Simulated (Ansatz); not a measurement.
## A series of single points on Nb

System: Nb (I4/mmm, 1 atom in the cell).
Method: DFT r2SCAN, scalar-relativistic, plane waves, PAW, no spin polarisation (Ansatz 0.2.0).

The 5 runs differ only in the geometry, by a strain of the cell at fixed fractional positions. Against run 3, the strain is εxx = η and εyy = η. The structure derives from an entry of the Crystallography Open Database.

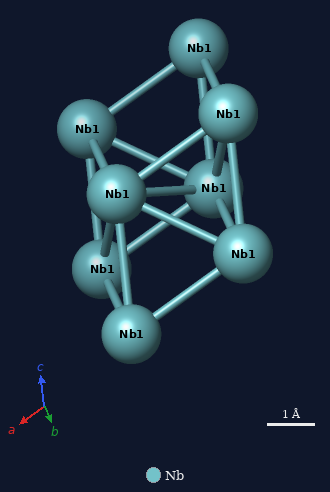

Figure 1. The structure of run 3 (ball-and-stick view of the reduced cell, seen at an oblique angle; atoms are numbered from 1 in the order of the input). An atom can appear more than once, as a periodic image.

### Input of run 3
```yaml
crystal:
  lattice:
    - [0.0, 2.115, 2.17845]
    - [2.115, 0.0, 2.17845]
    - [2.115, 2.115, 0.0]
  atoms:
    - { symbol: Nb, position: [0.0, 0.0, 0.0] }
basis:
  ecutwfc: 500
kpoints:
  mp_grid: { grid: [20, 20, 20] }
hamiltonian:
  xc: r2scan
scf:
  occupations: { method: gaussian, width: 0.15 }
output:
  forces: true
  stress: true
  eigenvalues: true
```

Command:
```bash
ansatz run input.yaml --threads 1 --pin off --max-ram 2560MiB --backend cpu --events-out ev --progress --plain --runs-dir out
```

Run 4 differs from it as follows:
```diff
-    - [0.0, 2.115, 2.17845]
-    - [2.115, 0.0, 2.17845]
-    - [2.115, 2.115, 0.0]
+    - [0.0, 2.146725, 2.17845]
+    - [2.146725, 0.0, 2.17845]
+    - [2.146725, 2.146725, 0.0]
```

### Results, with one run withheld

```tsv
run	strain parameter η (%)	free energy per atom, from the lowest run given (meV)	pressure (GPa)
1	−3.0000	0.00	2.52
2	−1.5000	14.16	−2.39
3	0.0000	41.00	−6.75
4	1.5000	?	?
5	3.0000	127.19	−14.15
```

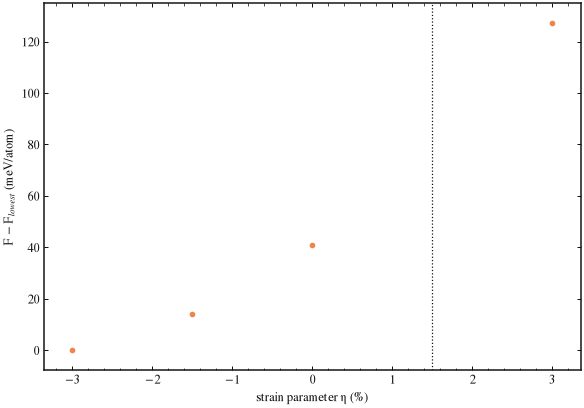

Figure 2. Free energy per atom of the runs given; the dotted line marks run 4.

Estimate the energy of run 4 from the others.

A quadratic polynomial in the coordinate, fitted to the 4 runs given, misses them by at most 0.40 meV per atom. With x = η + 0.3750, it reads F = 33.093 + 19.328 x + 2.5385 x² (meV per atom). At run 4 it gives 78.26 meV per atom, and the run itself gives 78.98. The fit has no minimum inside this range. The fit misses that run by 0.72 meV per atom.

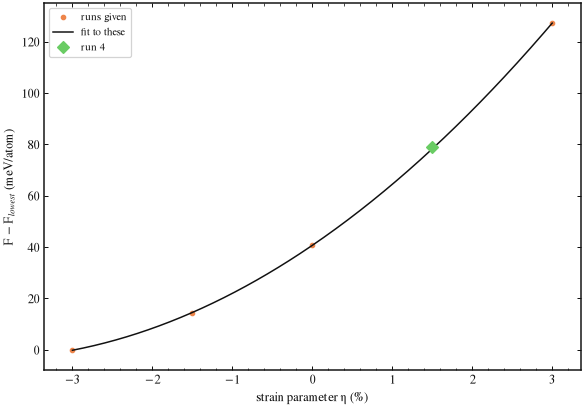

Figure 3. The fit and the withheld run.

### Output, shortened to warnings, some set-up lines, iterations and results (run 4)
```
Basis set: ecut = 500 eV, 531 PW (Γ), exchange–correlation on 96×96×96 points (64 copies of the dense FFT grid, shifted against one another)
Symmetry: 16 space group operations
k-points: 641 of 8000
Initial density: superposition of atomic densities (neutral atoms: chi_scale 0, normalization atom), corrected by the library's trained network
[...]
SCF iter   1: F=—  HF=-4563.259430 eV  |F-HF|=—  |Δ(HF+E_count)|=         —  Δρ=9.33e-3  dr2=1.47e-2  dr2_τ=1.16e-2  ethr=1.77e-3  ⟨swp⟩=5.0  Hψ=42574  notcnv=0
SCF iter   2: F=—  HF=-4563.259461 eV  |F-HF|=—  |Δ(HF+E_count)|=   3.03e-5  Δρ=5.13e-3  dr2=4.29e-3  dr2_τ=3.24e-4  ethr=1.13e-4  ⟨swp⟩=1.4  Hψ=12741  notcnv=0
SCF iter   3: F=—  HF=-4563.258979 eV  |F-HF|=—  |Δ(HF+E_count)|=   4.81e-4  Δρ=4.52e-4  dr2=1.76e-5  dr2_τ=6.35e-6  ethr=3.30e-5  ⟨swp⟩=2.2  Hψ=10007  notcnv=0
SCF iter   4: F=—  HF=-4563.259010 eV  |F-HF|=—  |Δ(HF+E_count)|=   3.09e-5  Δρ=6.07e-5  dr2=3.54e-7  dr2_τ=2.55e-7  ethr=1.36e-7  ⟨swp⟩=2.1  Hψ=10607  notcnv=0
SCF iter   5: F=-4563.259011 eV  HF=-4563.259011 eV  |F-HF|=6.15e-9  |Δ(HF+E_count)|=   4.77e-7  Δρ=1.01e-5  dr2=1.09e-8  dr2_τ=7.18e-10  ethr=2.72e-9  ⟨swp⟩=2.5  Hψ=10953  …
SCF iter   6: F=-4563.259011 eV  HF=-4563.259011 eV  |F-HF|=4.55e-11  |Δ(HF+E_count)|=   9.37e-9  Δρ=1.75e-6  dr2=3.28e-10  dr2_τ=4.54e-11  ethr=8.36e-11  ⟨swp⟩=2.4  Hψ=25173 …
SCF 1 converged in 6 iterations: F = -4563.259011 eV  dr2 = 3.28e-10
SCF converged after 6 iterations
Free energy (F): -4563.259011 eV
Harris-Foulkes:  -4563.259011 eV  (|F-HF|=4.55e-11)
Internal energy: -4563.243008 eV  (E = F + TS)
E sigma→0 (E₀):  -4563.251010 eV
Entropy (-TS):   -0.016002 eV (-16.002 meV/atom)
Fermi energy:    15.966232 eV
--- Per-component energies (eV) ---
  E_band       = -106.940353
  E_kinetic    = 390.227930
  E_local      = -753.350595  (includes V_loc(G=0)·N_el)
  E_nonlocal   = 118.748030
  E_hartree    = 232.495394
  E_xc         = -168.319946
  E_vxc        = -234.611374  (∫ρ·V_xc dr)
  E_paw        = -3089.837837  (= ΣΔE_a)
  E_vpaw       = -107.658428  (= ΣTr[D̂ρ^β])
  E_aug_tail   = 0.000004  (compensation charges beyond the density's cutoff)
  E_vtau       = 14.713382  (kinetic-family band-sum trace: ∫τ·v_τ [+ j·A + Jᵃ·Aᵃ] dr)
  E_ewald      = -1293.013558
  E_core_change = -0.192431  (= ΣΔE_core)
  E_smearing   = -0.016002  (= −TS)
  E_closure    = -0.000000  (closes the sum)
  Σ components = -4563.259011   (vs F -4563.259011, Δ=0.00e0)
--- Forces (eV/Å), atoms counted from 1 ---
  atom   1  Nb    -0.00000000     0.00000000    -0.00000000
  max |Σ_I F_I| component: 4.93e-32 eV/Å
--- Stress (GPa, compression-positive) ---
      -11.659032       0.000000       0.000000
        0.000000     -11.659032       0.000000
        0.000000       0.000000      -8.605763
  P = ⅓ Tr σ = -10.6413 GPa (-106.413 kbar)
```
